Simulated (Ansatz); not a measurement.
# Geometry relaxation of AlAs

The run: geometry relaxation of AlAs (2 atoms in the cell). Method and program: DFT PBE+D3(BJ), scalar-relativistic, plane waves, PAW, no spin polarisation (Ansatz 0.2.0).

The structure derives from an entry of the Crystallography Open Database. Figures and captions count atoms from 1; the log counts them from 0 in places.

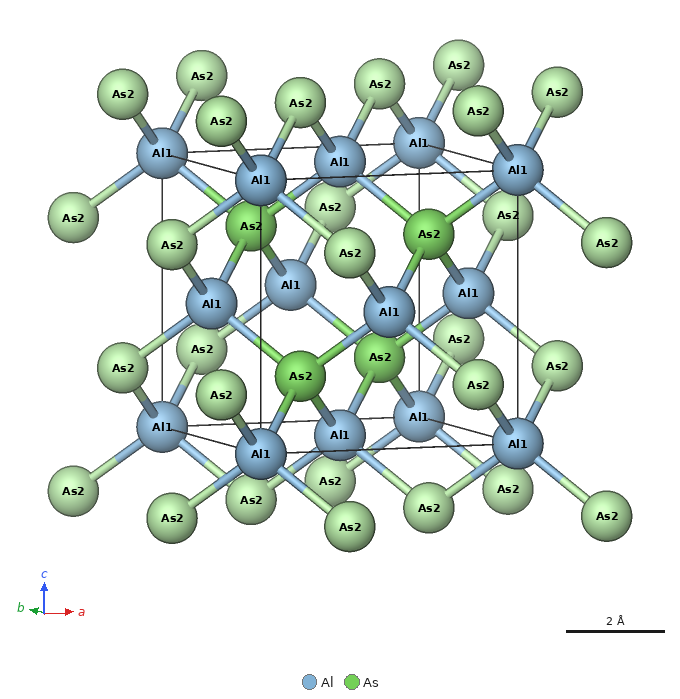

Figure 1. The input geometry (ball-and-stick view of the cell 4 times as large as that of the calculation, set on its symmetry axes, seen slightly off an axis; neighbours outside the cell are drawn fainter; atoms are numbered from 1 in the order of the input). An atom can appear more than once, as a periodic image. Near neighbours in the periodic cell (some may lie outside the picture): Al has 4 As at 2.45 Å; As has 4 Al at 2.45 Å.

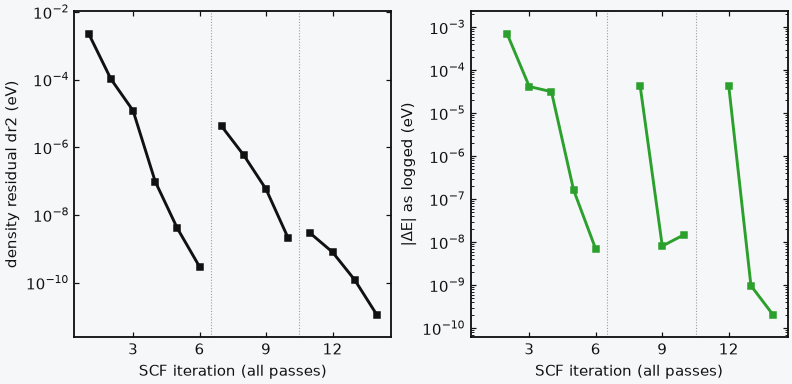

Figure 2. Convergence of the self-consistent field: density residual dr2 and size of the energy change against the SCF iteration. The dotted lines part the SCF passes of the relaxation: geometry steps, rejected trials and re-solves on a re-selected basis. The passes take 6, 4 and 4 iterations.

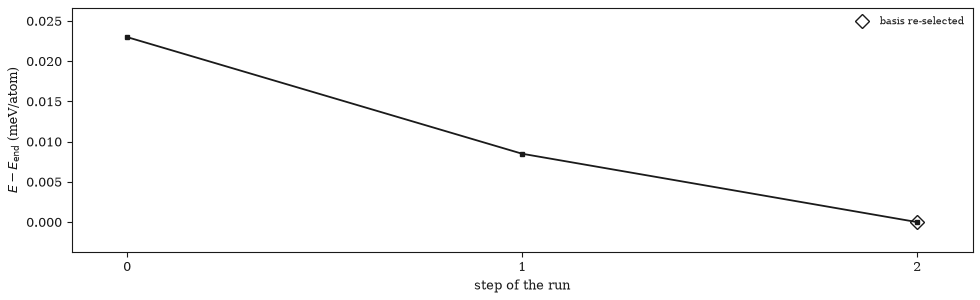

Figure 3. Progress of the relaxation, step by step (the first geometry is step 0 here and step 1 in the log). No atom moves by more than 0.005 Å relative to the cell. After 1 geometry step the energy has fallen by next to nothing (0.0 meV per atom). All forces vanish by symmetry, so only the cell relaxes. The pressure goes from 0.15 to 0.02 GPa. A last SCF at the same geometry on a re-selected plane-wave basis shifts the energy by next to nothing (0.0 meV per atom).

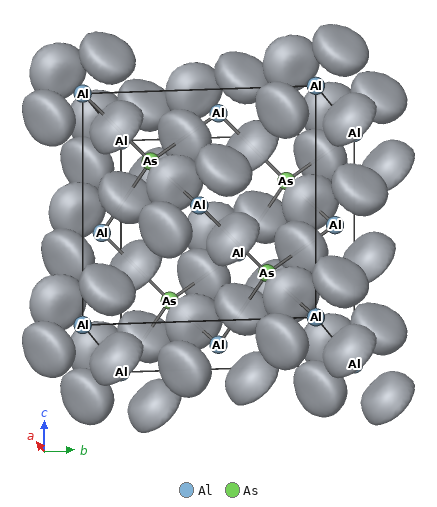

Figure 4. Isosurface of the electron localisation function at 0.75 (grey), seen at an oblique angle. Only the valence region is drawn (cores and ρ < 0.01 e/Å³ removed). Sticks mark near contacts. The outline is the cell set on symmetry axes. Values along the shortest contacts: Core electrons are frozen (PAW), so the fields are smoothed inside the atomic spheres.

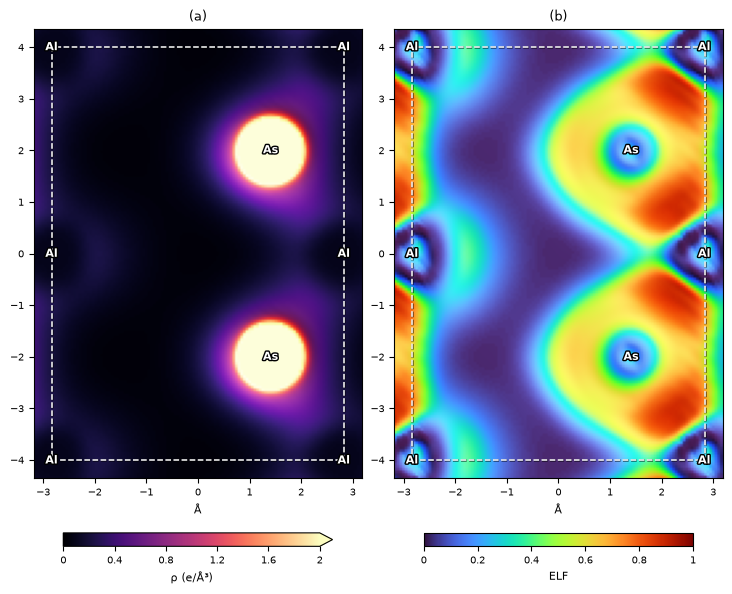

Figure 5. (a) valence electron density; (b) electron localisation function on the (011) plane of the conventional cell. The section cuts through Al and As sites. Away from the nuclei the density in this plane falls to 0.02 e/Å³ at its lowest.

The input that produced these results follows, with the program's output.

Input file:
```yaml
crystal:
  lattice:
    - [0.0, 2.8304, 2.8304]
    - [2.8304, 0.0, 2.8304]
    - [2.8304, 2.8304, 0.0]
  atoms:
    - { symbol: Al, position: [0.0, 0.0, 0.0] }
    - { symbol: As, position: [0.75, 0.75, 0.75] }
basis:
  ecutwfc: 420
kpoints:
  mp_grid: { grid: [8, 8, 8] }
hamiltonian:
  xc: pbe
  dispersion: d3bj
scf:
  occupations: { method: gaussian, width: 0.02 }
output:
  forces: true
  stress: true
  eigenvalues: true
  write_density: true
  write_potential: true
  elf: true
  volumetric_format: npy
relax:
  adjacent_minimum: "off"
  f_tol: 0.005
  max_steps: 80
  cell: { stress_tol: 0.05 }
```

Run as:
```bash
ansatz run input.yaml --threads 4 --pin off --max-ram 10240MiB --backend cpu --events-out ev --progress --plain --runs-dir out
```

What the program printed:
```
Engine: ansatz 0.2.0, x86_64-unknown-linux-gnu
Pseudopotentials: kind: paw
Pseudopotential: Al, paw, valence charge 3, recommended cutoff 420 eV (normal), Al.paw.azcp
Pseudopotential: As, paw, valence charge 15, recommended cutoff 420 eV (normal), As.paw.azcp
Functional definition: PBE
  parameter kappa = 0.804
  parameter beta = 0.06672455060314922
  exchange = pbe_x(kappa = kappa, mu = beta*pi^2/3)
  correlation = pbe_c(beta = beta)
Crystal: 2 atoms, lattice volume = 45.350 Å³
Basis set: ecut = 420 eV, 893 PW (Γ), exchange–correlation on 54×54×54 points (8 copies of the dense FFT grid, shifted against one another)
Bands: 13, of which v1, the nominal top of the filled ones, is band 9 counted from 1 (8 counted from 0)
Symmetry: 24 space group operations
Space group: F-43m (ITA 216), of the structure as read, at distance tolerance 3.6e-5 Å
k-points: 29 of 512 (time reversal used)
Non-local potential: Al, projectors of the file, l = 0: 2, l = 1: 2, l = 2: 1
Non-local potential: As, projectors of the file, l = 0: 2, l = 1: 2, l = 2: 3, l = 3: 1
PAW form: soft (Blöchl's): semilocal exchange-correlation on the pseudo side does not see the compensation charge
PAW one-centre angular grid: Al, 110 points (default); XC on 64 Gauss nodes
PAW one-centre angular grid: As, 590 points (default); XC on 64 Gauss nodes
Initial density: superposition of atomic densities (neutral atoms: chi_scale 0, normalization atom), corrected by the library's trained network
Initial wavefunctions: pseudopotential atomic-orbital guess
Functional: x = pbe(κ = 0.804, μ = 0.2195149727645171), c = pbe(β = 0.06672455060314922)
SCF iter   1: F=—  HF=-5395.236789 eV  |F-HF|=—  |Δ(HF+E_count)|=         —  Δρ=1.65e-3  dr2=2.26e-3  ethr=1.77e-3  ⟨swp⟩=6.1  Hψ=2339  notcnv=0
preconditioner: auto → none  [insulator: Δε(μ)=1.420 eV  Ē_g=9.908 eV  σ=0.020 eV  W_gap=1.00  n_scr=14 (ndim 8)  ℏωp=15.6 eV  f_vac=0.006  D(μ)=0.00/eV (n_scr^D=0)  ε∞_Penn≈3.5]
SCF iter   2: F=—  HF=-5395.236084 eV  |F-HF|=—  |Δ(HF+E_count)|=   7.05e-4  Δρ=4.86e-4  dr2=1.04e-4  ethr=1.26e-5  ⟨swp⟩=2.1  Hψ=807  notcnv=0
SCF iter   3: F=—  HF=-5395.236126 eV  |F-HF|=—  |Δ(HF+E_count)|=   4.17e-5  Δρ=1.96e-4  dr2=1.21e-5  ethr=5.77e-7  ⟨swp⟩=1.9  Hψ=463  notcnv=0
SCF iter   4: F=—  HF=-5395.236094 eV  |F-HF|=—  |Δ(HF+E_count)|=   3.16e-5  Δρ=2.07e-5  dr2=9.71e-8  ethr=6.71e-8  ⟨swp⟩=2.0  Hψ=493  notcnv=0
iter 5 did not close the SCF: its close was put off for the readings that it lacked (scf_convergence_deferred on its scf_iter line)
SCF iter   5: F=-5395.236094 eV  HF=-5395.236094 eV  |F-HF|=1.52e-8  |Δ(HF+E_count)|=   1.63e-7  Δρ=2.79e-6  dr2=4.00e-9  ethr=5.39e-10  ⟨swp⟩=2.0  Hψ=638  notcnv=0
SCF iter   6: F=-5395.236094 eV  HF=-5395.236094 eV  |F-HF|=6.70e-10  |Δ(HF+E_count)|=   6.82e-9  Δρ=1.11e-6  dr2=2.94e-10  ethr=2.22e-11  ⟨swp⟩=4.9  Hψ=1872  notcnv=0
SCF 1 converged in 6 iterations: F = -5395.236094 eV  dr2 = 2.94e-10
  greatest PAW one-centre occupation: 0.999 electrons in one spin orbital (limit 2), on the As atom at site 1 (counted from 0), in its partial waves of l = 2
relax step   1: F+E_penalty+E_count = -5395.23609420 eV  Δ(F+E_penalty+E_count) = +0.000e0 eV  max|allowed force component| = 1.081e-16 eV/Å  Δτ_max = 0.0000 Å  P = +0.152 GPa  Ω = 45.350 Å³  (6 SCF iters, dr2 threshold 1.00e-7 eV, accepted)
Crystal: 2 atoms, lattice volume = 45.431 Å³
Initial density: handed on by an earlier stage of this run
Initial wavefunctions: those handed on with the density
iter 1 solved again at ethr=2.43e-8 eV; its pass at ethr=3.10e-3 eV (dr2=4.38e-6 eV) is discarded
SCF iter   1: F=—  HF=-5395.236166 eV  |F-HF|=—  |Δ(HF+E_count)|=         —  Δρ=7.63e-5  dr2=4.14e-6  ethr=2.43e-8  ⟨swp⟩=2.3  Hψ=2482  notcnv=0
preconditioner: auto → none  [insulator: Δε(μ)=1.447 eV  Ē_g=9.911 eV  σ=0.020 eV  W_gap=1.00  n_scr=14 (ndim 8)  ℏωp=15.6 eV  f_vac=0.005  D(μ)=0.00/eV (n_scr^D=0)  ε∞_Penn≈3.5]
SCF iter   2: F=—  HF=-5395.236123 eV  |F-HF|=—  |Δ(HF+E_count)|=   4.37e-5  Δρ=3.37e-5  dr2=5.76e-7  ethr=2.30e-8  ⟨swp⟩=2.1  Hψ=466  notcnv=0
SCF iter   3: F=—  HF=-5395.236123 eV  |F-HF|=—  |Δ(HF+E_count)|=   8.09e-9  Δρ=8.49e-6  dr2=5.76e-8  ethr=3.20e-9  ⟨swp⟩=2.4  Hψ=631  notcnv=0
SCF iter   4: F=-5395.236123 eV  HF=-5395.236123 eV  |F-HF|=1.71e-9  |Δ(HF+E_count)|=   1.50e-8  Δρ=2.69e-6  dr2=2.05e-9  ethr=3.19e-10  ⟨swp⟩=7.1  Hψ=1875  notcnv=0
SCF 2 converged in 4 iterations: F = -5395.236123 eV  dr2 = 2.05e-9
relax step   2: F+E_penalty+E_count = -5395.23612275 eV  Δ(F+E_penalty+E_count) = -2.855e-5 eV  max|allowed force component| = 1.493e-17 eV/Å  Δτ_max = 0.0000 Å  P = +0.019 GPa  Ω = 45.431 Å³  energy of the carried Pulay correction = -1.494e-5 eV  (4 SCF iters, dr2 threshold 5.75e-8 eV, accepted)
Initial wavefunctions: pseudopotential atomic-orbital guess (no wavefunctions were taken with the density)
iter 1 solved again at ethr=1.33e-7 eV; its pass at ethr=3.10e-3 eV (dr2=2.39e-5 eV) is discarded
SCF iter   1: F=—  HF=-5395.236183 eV  |F-HF|=—  |Δ(HF+E_count)|=         —  Δρ=3.22e-6  dr2=2.86e-9  ethr=1.33e-7  ⟨swp⟩=2.7  Hψ=3242  notcnv=0
eigensolver tolerance schedule: the retry pair's looser diagonalisation over-reported the residual by 8369.23 of it (diagonalisation noise at 0.56 of the residual, at the tolerance the schedule requests for it); recorded, not acted on — ethr = c·dr2/N_el stays at c = 1.0e-1
preconditioner: auto → none  [insulator: Δε(μ)=1.448 eV  Ē_g=9.911 eV  σ=0.020 eV  W_gap=1.00  n_scr=14 (ndim 8)  ℏωp=15.6 eV  f_vac=0.005  D(μ)=0.00/eV (n_scr^D=0)  ε∞_Penn≈3.5]
SCF iter   2: F=—  HF=-5395.236140 eV  |F-HF|=—  |Δ(HF+E_count)|=   4.25e-5  Δρ=1.69e-6  dr2=7.93e-10  ethr=1.59e-11  ⟨swp⟩=2.9  Hψ=696  notcnv=0
SCF iter   3: F=—  HF=-5395.236140 eV  |F-HF|=—  |Δ(HF+E_count)|=  9.70e-10  Δρ=5.92e-7  dr2=1.20e-10  ethr=4.41e-12  ⟨swp⟩=2.0  Hψ=440  notcnv=0
SCF iter   4: F=-5395.236140 eV  HF=-5395.236140 eV  |F-HF|=1.27e-11  |Δ(HF+E_count)|=  2.02e-10  Δρ=1.28e-7  dr2=1.11e-11  ethr=1.00e-12  ⟨swp⟩=4.0  Hψ=1569  notcnv=0
SCF 3 converged in 4 iterations: F = -5395.236140 eV  dr2 = 1.11e-11
relax step   3: F+E_penalty+E_count = -5395.23614005 eV  Δ(F+E_penalty+E_count) = -1.731e-5 eV  max|allowed force component| = 2.920e-17 eV/Å  Δτ_max = 0.0000 Å  P = +0.019 GPa  Ω = 45.431 Å³  stress off target by 1.94e-2 GPa  SCF on the basis re-selected at this cell (its energy is not comparable with the rows above)  (4 SCF iters)
basis re-selected at this cell: Δ(F+E_penalty+E_count) = -1.731e-5 eV, ΔP = +0.001 GPa vs the last step (what re-selecting the basis moved, of the pressure what is left beyond the Pulay correction that the steps carried, after the strain that the cell walked since its last selection, with what the two solves' SCF thresholds leave and, on support functions, any second-order correction that the steps lacked; it is no measure of the basis error at this ecutwfc). This SCF's stress stands 1.94e-2 GPa from its target on what of the cell is left free (relax.cell.stress_tol is 5.00e-2 GPa) and its largest allowed force component is 2.92e-17 eV/Å (relax.f_tol is 5.00e-3 eV/Å): within both
SCF converged after 4 iterations
Free energy (F): -5395.236140 eV
Harris-Foulkes:  -5395.236140 eV  (|F-HF|=1.27e-11)
Internal energy: -5395.236140 eV  (E = F + TS)
E sigma→0 (E₀):  -5395.236140 eV
Fermi energy:    7.071293 eV
--- Per-component energies (eV) ---
  E_band       = -266.632437
  E_kinetic    = 126.760693
  E_local      = -2114.990175  (includes V_loc(G=0)·N_el)
  E_nonlocal   = -659.944597
  E_hartree    = 1131.193578
  E_xc         = -119.089825
  E_vxc        = -108.428235  (∫ρ·V_xc dr)
  E_paw        = -2303.070636  (= ΣΔE_a)
  E_vpaw       = 227.582875  (= ΣTr[D̂ρ^β])
  E_aug_tail   = 0.000006  (compensation charges beyond the density's cutoff)
  E_ewald      = -1455.461916
  E_disp       = -0.633268  (pairwise vdW)
  E_smearing   = -0.000000  (= −TS)
  E_closure    = 0.000000  (closes the sum)
  Σ components = -5395.236140   (vs F -5395.236140, Δ=0.00e0)
--- Forces (eV/Å), atoms counted from 1 ---
  atom   1  Al    -0.00000000    -0.00000000    -0.00000000
  atom   2  As     0.00000000    -0.00000000     0.00000000
  max |Σ_I F_I| component: 5.26e-17 eV/Å
--- Stress (GPa, compression-positive) ---
        0.019355      -0.000000      -0.000000
       -0.000000       0.019355       0.000000
       -0.000000       0.000000       0.019355
  P = ⅓ Tr σ = 0.0194 GPa (0.194 kbar)
--- Band table (eV; the first three rows and the last of 29) ---
  k-point 0: bands = ["-28.0206", "-28.0206", "-28.0206", "-28.0101", "-28.0101", "-5.5061", "6.3474", "6.3474", "6.3474", "8.3871", "10.6477", "10.6477", "10.6477"]
  k-point 1: bands = ["-28.0206", "-28.0205", "-28.0205", "-28.0101", "-28.0101", "-5.3538", "4.9241", "6.1875", "6.1875", "9.1366", "10.9285", "10.9285", "11.0477"]
  k-point 2: bands = ["-28.0205", "-28.0202", "-28.0202", "-28.0100", "-28.0100", "-4.9314", "2.9719", "5.8716", "5.8716", "8.9634", "11.2687", "11.2687", "12.7931"]
  k-point 28: bands = ["-28.0203", "-28.0199", "-28.0188", "-28.0103", "-28.0096", "-3.5168", "1.2760", "3.1855", "3.5399", "10.6757", "11.9887", "12.0565", "12.4120"]
--- Relaxed structure (2 steps of the walk, 2 accepted, 1 SCFs on fresh bases) ---
  F+E_penalty+E_count = -5395.23614005 eV   max|allowed force component| = 2.920e-17 eV/Å   (the final SCF, on the basis selected at the relaxed cell)
  cell:  # Å, volume = 45.4314 Å³
    - [-1.044551266743596e-33, 2.8320999231140753, 2.8320999231140753]
    - [2.8320999231140753, 2.4203017156254055e-33, 2.8320999231140753]
    - [2.8320999231140753, 2.8320999231140753, 2.2419636944740597e-33]
  atoms:
    - { symbol: Al, position: [5.867947303935188e-34, -5.598604712904492e-34, -5.288506335073099e-34] }
    - { symbol: As, position: [0.7499999999999999, 0.7499999999999999, 0.7499999999999999] }
```

Trajectory as extended XYZ (Å, eV, eV/Å), 3 frames, from step=1 to step=3:
```
2
Lattice="0.0000 2.8304 2.8304 2.8304 0.0000 2.8304 2.8304 2.8304 0.0000" Properties=species:S:1:pos:R:3:forces:R:3 step=1 energy=-5395.23609 pressure_GPa=0.15
Al    0.0000    0.0000    0.0000    0.0000   0.0000   0.0000
As    4.2456    4.2456    4.2456    0.0000   0.0000   0.0000
2
Lattice="0.0000 2.8321 2.8321 2.8321 0.0000 2.8321 2.8321 2.8321 0.0000" Properties=species:S:1:pos:R:3:forces:R:3 step=2 energy=-5395.23612 pressure_GPa=0.02
Al    0.0000    0.0000    0.0000    0.0000   0.0000   0.0000
As    4.2481    4.2481    4.2481    0.0000   0.0000   0.0000
2
Lattice="0.0000 2.8321 2.8321 2.8321 0.0000 2.8321 2.8321 2.8321 0.0000" Properties=species:S:1:pos:R:3:forces:R:3 step=3 energy=-5395.23614 pressure_GPa=0.02
Al    0.0000    0.0000    0.0000    0.0000   0.0000   0.0000
As    4.2481    4.2481    4.2481    0.0000   0.0000   0.0000
```

Results in brief:

| quantity | value |
| --- | --- |
| outcome | converged |
| space group (tolerance 0.01 Å) | F-43m (216) |
| electrons treated | 18 |
| free energy | −5395.2361 eV |
| Fermi energy | 7.071 eV |
| gap on the k-point mesh | 1.45 eV |
| pressure | 0.02 GPa |
| final volume | 45.43 Å³ |
| largest force (length of the vector) at the end | under 0.001 eV/Å |
| final cell | a = 4.005 Å, b = 4.005 Å, c = 4.005 Å, α = 60.00°, β = 60.00°, γ = 60.00° |
| hardware | 4 threads of Intel Xeon (Granite Rapids), 32 GiB of memory available, shared host |
| wall time | 1.3 s (CPU time 4 s) |
| peak memory | 0.4 GiB |
